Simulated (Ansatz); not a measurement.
# Lu: a changed input and its effect

System: Lu (2 atoms in the cell).
Method of run 1: DFT, r2SCAN, plane waves, PAW, no spin polarisation (Ansatz 0.2.0).

The structure derives from an entry of the Crystallography Open Database. Text and figures count atoms from 1; the logs count them from 0 in places.

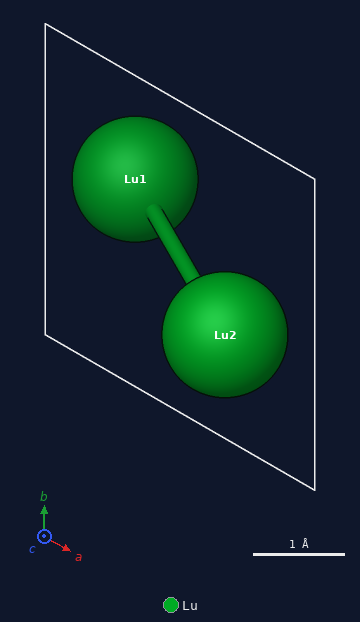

**Figure 1.** The starting structure (ball-and-stick view of the cell of the calculation, along the c axis; atoms are numbered from 1 in the order of the input).

Input, run 1:
```yaml
crystal:
  lattice:
    - [3.44344785948, 0.0, 0.0]
    - [-1.72172392974, 2.98211332292, 0.0]
    - [0.0, 0.0, 5.36785911288]
  atoms:
    - { symbol: Lu, position: [0.333333333333, 0.666666666667, 0.25] }
    - { symbol: Lu, position: [0.666666666667, 0.333333333333, 0.75] }
kpoints:
  mp_grid: { grid: [16, 16, 10] }
scf:
  occupations: { method: fermi_dirac, width: 0.1 }
  convergence: { dr2_threshold: 1.0e-06 }
  algorithm: density_mixing
hamiltonian:
  xc: r2scan
  pseudopotentials: { kind: paw }
relax:
  f_tol: 0.002
  max_steps: 80
  cell: { p_target: 2 }
output:
  forces: true
  stress: true
```

Launched with:
```bash
ansatz run input.yaml --threads 1 --pin off --max-ram 2048MiB --backend cpu --events-out ev --progress --plain --runs-dir out
```

Hardware: 1 thread of Intel Xeon (Granite Rapids), 64 GiB of memory available, shared host.

Output, shortened to warnings, some set-up lines, iterations and results (run 1):
```
Warning: scf.convergence.dr2_threshold = 1e-6 eV is looser than this run's default, which is 1e-7 eV or tighter. The error in the forces grows as the threshold's square root, so leave the key out unless less accurate forces are enough
Warning: relax.cell: scf.convergence.dr2_threshold = 1e-6 eV is looser than the 2e-10 eV advised for a relaxation that steers and ends on the stress (1e-10 eV for each atom of the cell: 2). What an SCF threshold leaves in a stress goes as its square root, and in the free energy as the threshold itself, and one threshold admits the most on a small cell: of the crystals measured, under no hybrid …
Basis set: ecut = 500 eV, 1411 PW (Γ), exchange–correlation on 108×108×160 points (64 copies of the dense FFT grid, shifted against one another)
Symmetry: 24 space group operations
k-points: 180 of 2560
Initial density: superposition of atomic densities (neutral atoms: chi_scale 0, normalization atom), corrected by the library's trained network
[...]
SCF iter   1: F=—  HF=-29487.422662 eV  |F-HF|=—  |Δ(HF+E_count)|=         —  Δρ=9.47e-3  dr2=3.04e-2  dr2_τ=2.38e-2  ethr=1.77e-3  ⟨swp⟩=5.6  Hψ=22196  notcnv=0
SCF iter   2: F=—  HF=-29487.429970 eV  |F-HF|=—  |Δ(HF+E_count)|=   7.31e-3  Δρ=6.68e-3  dr2=1.12e-2  dr2_τ=4.17e-3  ethr=6.07e-5  ⟨swp⟩=3.0  Hψ=17615  notcnv=0
SCF iter   3: F=—  HF=-29487.419968 eV  |F-HF|=—  |Δ(HF+E_count)|=   1.00e-2  Δρ=3.69e-3  dr2=3.33e-3  dr2_τ=2.80e-4  ethr=2.24e-5  ⟨swp⟩=2.2  Hψ=12257  notcnv=0
SCF iter   4: F=—  HF=-29487.421991 eV  |F-HF|=—  |Δ(HF+E_count)|=   2.02e-3  Δρ=9.20e-4  dr2=3.43e-4  dr2_τ=1.97e-5  ethr=6.67e-6  ⟨swp⟩=2.0  Hψ=9949  notcnv=0
SCF iter   5: F=—  HF=-29487.421934 eV  |F-HF|=—  |Δ(HF+E_count)|=   5.71e-5  Δρ=3.20e-4  dr2=6.26e-5  dr2_τ=1.11e-6  ethr=6.86e-7  ⟨swp⟩=2.0  Hψ=9938  notcnv=0
[... 17 lines ...]
relax step   3: F+E_penalty+E_count = -29487.43297390 eV  Δ(F+E_penalty+E_count) = +2.656e-3 eV  max|allowed force component| = 1.110e-16 eV/Å  Δτ_max = 0.0000 Å  P = +1.999 …
SCF iter   1: F=—  HF=-29487.433167 eV  |F-HF|=—  |Δ(HF+E_count)|=         —  Δρ=5.95e-5  dr2=4.61e-7  dr2_τ=3.22e-7  ethr=7.54e-9  ⟨swp⟩=5.1  Hψ=45351  notcnv=0
SCF iter   2: F=-29487.433166 eV  HF=-29487.433166 eV  |F-HF|=1.34e-7  |Δ(HF+E_count)|=   1.13e-6  Δρ=2.54e-5  dr2=9.86e-8  dr2_τ=1.19e-8  ethr=9.22e-10  ⟨swp⟩=7.2  Hψ=29250  …
SCF 5 converged in 2 iterations: F = -29487.433166 eV  dr2 = 9.86e-8
relax step   4: F+E_penalty+E_count = -29487.43316562 eV  Δ(F+E_penalty+E_count) = -1.917e-4 eV  max|allowed force component| = 1.064e-16 eV/Å  Δτ_max = 0.0000 Å  P = +2.002 …
basis re-selected at this cell: Δ(F+E_penalty+E_count) = -1.917e-4 eV, ΔP = +0.003 GPa vs the last step (what re-selecting the basis moved, of the pressure what is left beyond the Pulay correction that the steps carried, after the strain that the cell walked since its last selection, with what the …
SCF converged after 2 iterations
Free energy (F): -29487.433166 eV
Harris-Foulkes:  -29487.433166 eV  (|F-HF|=1.34e-7)
Internal energy: -29487.334202 eV  (E = F + TS)
E sigma→0 (E₀):  -29487.383684 eV
Entropy (-TS):   -0.098963 eV (-49.482 meV/atom)
Fermi energy:    14.283750 eV
--- Per-component energies (eV) ---
  E_band       = 4.864640
  E_kinetic    = 839.014772
  E_local      = -13270.866437  (includes V_loc(G=0)·N_el)
  E_nonlocal   = 1140.495700
  E_hartree    = 5562.039122
  E_xc         = -428.234952
  E_vxc        = -583.350978  (∫ρ·V_xc dr)
  E_paw        = -14767.874462  (= ΣΔE_a)
  E_vpaw       = 723.606806  (= ΣTr[D̂ρ^β])
  E_aug_tail   = 0.000026  (compensation charges beyond the density's cutoff)
  E_vtau       = 31.900381  (kinetic-family band-sum trace: ∫τ·v_τ [+ j·A + Jᵃ·Aᵃ] dr)
  E_ewald      = -8563.263017
  E_core_change = 1.355046  (= ΣΔE_core)
  E_smearing   = -0.098963  (= −TS)
  E_closure    = -0.000000  (closes the sum)
  Σ components = -29487.433166   (vs F -29487.433166, Δ=0.00e0)
--- Forces (eV/Å), atoms counted from 1 ---
  atom   1  Lu     0.00000000     0.00000000     0.00000000
  atom   2  Lu    -0.00000000    -0.00000000    -0.00000000
  max |Σ_I F_I| component: 9.25e-18 eV/Å
--- Stress (GPa, compression-positive) ---
        1.999166       0.000000       0.000000
        0.000000       1.999166      -0.000000
        0.000000      -0.000000       2.007989
  P = ⅓ Tr σ = 2.0021 GPa (20.021 kbar)
--- Relaxed structure (3 steps of the walk, 3 accepted, 1 SCFs on fresh bases) ---
  F+E_penalty+E_count = -29487.43316562 eV   max|allowed force component| = 1.064e-16 eV/Å   (the final SCF, on the basis selected at the relaxed cell)
  cell:  # Å, volume = 55.8807 Å³
    - [3.460048123892649, 1.6264143067443302e-33, -5.808622524086894e-35]
    - [-1.7300240619463245, 2.996489573607721, -3.230859140593271e-34]
    - [0.0, -6.338387579861382e-34, 5.389733062035707]
  atoms:
    - { symbol: Lu, position: [0.33333333333333337, 0.6666666666666667, 0.24999999999999997] }
[...]
```

For run 2 the input was changed thus:
```diff
-  convergence: { dr2_threshold: 1.0e-06 }
-  algorithm: density_mixing
-  xc: r2scan
+  xc: pbesol
```

How does run 2 compare with run 1?

The total energies belong to different methods, so their difference says nothing on which is more stable or more accurate. The volume per atom goes from 27.94 to 26.54 Å³. The functional changes from r2SCAN to PBEsol. The default cutoff goes from 500 to 420 eV with the change. On the same kind of shared host run 2 took about 0.59 times as long.

Output, shortened to warnings, some set-up lines, iterations and results (run 2):
```
Basis set: ecut = 420 eV, 1085 PW (Γ), exchange–correlation on 48×48×72 points (8 copies of the dense FFT grid, shifted against one another)
Symmetry: 24 space group operations
k-points: 180 of 2560
Initial density: superposition of atomic densities (neutral atoms: chi_scale 0, normalization atom), corrected by the library's trained network
[...]
SCF iter   1: F=—  HF=-29223.028716 eV  |F-HF|=—  |Δ(HF+E_count)|=         —  Δρ=2.51e-3  dr2=2.92e-3  ethr=1.77e-3  ⟨swp⟩=5.2  Hψ=24033  notcnv=0
SCF iter   2: F=—  HF=-29223.021495 eV  |F-HF|=—  |Δ(HF+E_count)|=   7.22e-3  Δρ=1.88e-3  dr2=1.94e-3  ethr=5.85e-6  ⟨swp⟩=3.2  Hψ=15294  notcnv=0
SCF iter   3: F=—  HF=-29223.020225 eV  |F-HF|=—  |Δ(HF+E_count)|=   1.27e-3  Δρ=1.04e-3  dr2=5.55e-4  ethr=3.87e-6  ⟨swp⟩=3.5  Hψ=13745  notcnv=0
SCF iter   4: F=—  HF=-29223.020174 eV  |F-HF|=—  |Δ(HF+E_count)|=   5.09e-5  Δρ=5.29e-4  dr2=1.39e-4  ethr=1.11e-6  ⟨swp⟩=2.7  Hψ=10209  notcnv=0
SCF iter   5: F=—  HF=-29223.020148 eV  |F-HF|=—  |Δ(HF+E_count)|=   2.59e-5  Δρ=1.08e-4  dr2=4.50e-6  ethr=2.77e-7  ⟨swp⟩=2.1  Hψ=10468  notcnv=0
[... 25 lines ...]
SCF iter   5: F=—  HF=-29223.008059 eV  |F-HF|=—  |Δ(HF+E_count)|=   2.13e-9  Δρ=6.97e-7  dr2=1.30e-10  ethr=2.53e-12  ⟨swp⟩=3.2  Hψ=13928  notcnv=0
SCF iter   6: F=—  HF=-29223.008059 eV  |F-HF|=—  |Δ(HF+E_count)|=  7.28e-11  Δρ=2.52e-7  dr2=2.02e-11  ethr=1.00e-12  ⟨swp⟩=2.0  Hψ=8177  notcnv=0
SCF iter   7: F=-29223.008059 eV  HF=-29223.008059 eV  |F-HF|=1.09e-11  |Δ(HF+E_count)|=  3.64e-12  Δρ=6.60e-8  dr2=2.19e-12  ethr=1.00e-12  ⟨swp⟩=8.0  Hψ=37137  notcnv=0
SCF 4 converged in 7 iterations: F = -29223.008059 eV  dr2 = 2.19e-12
relax step   4: F+E_penalty+E_count = -29223.00805930 eV  Δ(F+E_penalty+E_count) = +5.300e-4 eV  max|allowed force component| = 9.021e-17 eV/Å  Δτ_max = 0.0000 Å  P = +1.967 …
basis re-selected at this cell: Δ(F+E_penalty+E_count) = +5.300e-4 eV, ΔP = -0.008 GPa vs the last step (what re-selecting the basis moved, of the pressure what is left beyond the Pulay correction that the steps carried, after the strain that the cell walked since its last selection, with what the …
SCF converged after 7 iterations
Free energy (F): -29223.008059 eV
Harris-Foulkes:  -29223.008059 eV  (|F-HF|=1.09e-11)
Internal energy: -29222.909649 eV  (E = F + TS)
E sigma→0 (E₀):  -29222.958854 eV
Entropy (-TS):   -0.098410 eV (-49.205 meV/atom)
Fermi energy:    15.056158 eV
--- Per-component energies (eV) ---
  E_band       = 68.517265
  E_kinetic    = 841.073757
  E_local      = -13031.903706  (includes V_loc(G=0)·N_el)
  E_nonlocal   = 1164.808392
  E_hartree    = 5457.172514
  E_xc         = -433.534933
  E_vxc        = -515.768198  (∫ρ·V_xc dr)
  E_paw        = -14511.857073  (= ΣΔE_a)
  E_vpaw       = 695.961975  (= ΣTr[D̂ρ^β])
  E_aug_tail   = 0.000065  (compensation charges beyond the density's cutoff)
  E_ewald      = -8711.053000
  E_core_change = 2.384335  (= ΣΔE_core)
  E_smearing   = -0.098410  (= −TS)
  E_closure    = 0.000000  (closes the sum)
  Σ components = -29223.008059   (vs F -29223.008059, Δ=0.00e0)
--- Forces (eV/Å), atoms counted from 1 ---
  atom   1  Lu    -0.00000000    -0.00000000     0.00000000
  atom   2  Lu     0.00000000     0.00000000    -0.00000000
  max |Σ_I F_I| component: 1.85e-17 eV/Å
--- Stress (GPa, compression-positive) ---
        1.971701      -0.000000       0.000000
       -0.000000       1.971701      -0.000000
        0.000000      -0.000000       1.958119
  P = ⅓ Tr σ = 1.9672 GPa (19.672 kbar)
--- Relaxed structure (3 steps of the walk, 3 accepted, 1 SCFs on fresh bases) ---
  F+E_penalty+E_count = -29223.00805930 eV   max|allowed force component| = 9.021e-17 eV/Å   (the final SCF, on the basis selected at the relaxed cell)
  cell:  # Å, volume = 53.0855 Å³
    - [3.4008060971984118, 1.5102418562625924e-33, 0.0]
    - [-1.7004030485992059, 2.9451844735188355, -6.036497600224484e-34]
    - [-1.810967879960395e-34, -1.086580727976237e-33, 5.300071862187016]
  atoms:
    - { symbol: Lu, position: [0.33333333333333337, 0.6666666666666667, 0.25] }
    - { symbol: Lu, position: [0.6666666666666667, 0.33333333333333337, 0.75] }
```

The two runs side by side:

| quantity | run 1 | run 2 |
| --- | --- | --- |
| outcome | converged | converged |
| free energy per atom (eV) | −14743.7166 | −14611.5040 |
| energy per atom, smearing taken to zero (eV) | −14743.6918 | −14611.4794 |
| pressure (GPa) | 2.00 | 1.97 |
| volume per atom (Å³) | 27.94 | 26.54 |
| largest force (eV/Å) | 0.000 | 0.000 |
| irreducible k-points | 180 | 180 |
| SCF iterations | – | 27 |
| wall time (shared host) | 59 s | 35 s |

For run 1: Warnings: the SCF threshold is loose for the printed forces; the SCF threshold is looser than advised for the printed stress.
